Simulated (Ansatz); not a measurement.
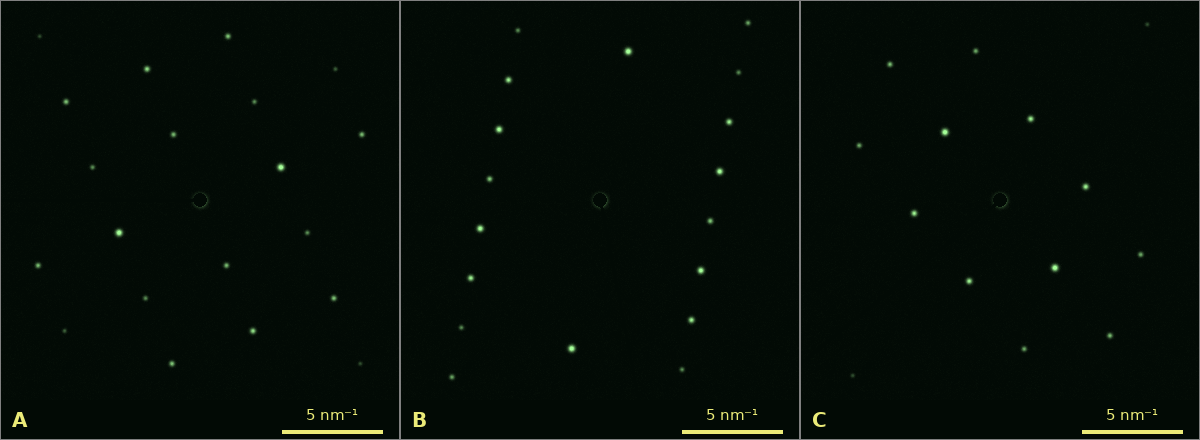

Computed electron diffraction patterns, 120 kV, single scattering only, B = 0.5 Å².

All three come from Ti, space group P6/mmm (No. 191), a = 4.581 Å, c = 2.832 Å (hexagonal axes). Structure: the input geometry of an electronic-structure calculation (not necessarily at equilibrium); the starting structure was generated, so it need not be a known form of this composition.

Assign the zone axes [102], [210], [211] to A, B and C.

Answer. A is [210]: rectangular net of 0 0 1 at d = 2.83 Å and 1 -2 0 at d = 2.29 Å, at 90.0°. B is [102]: rectangular net of 0 -1 0 (itself too weak to see) at d = 3.97 Å and -2 1 1 at d = 1.78 Å, at 90.0°. C is [211]: centred rectangular net of -1 1 1 at d = 2.31 Å and 0 -1 1 at d = 2.31 Å, at 60.4°.
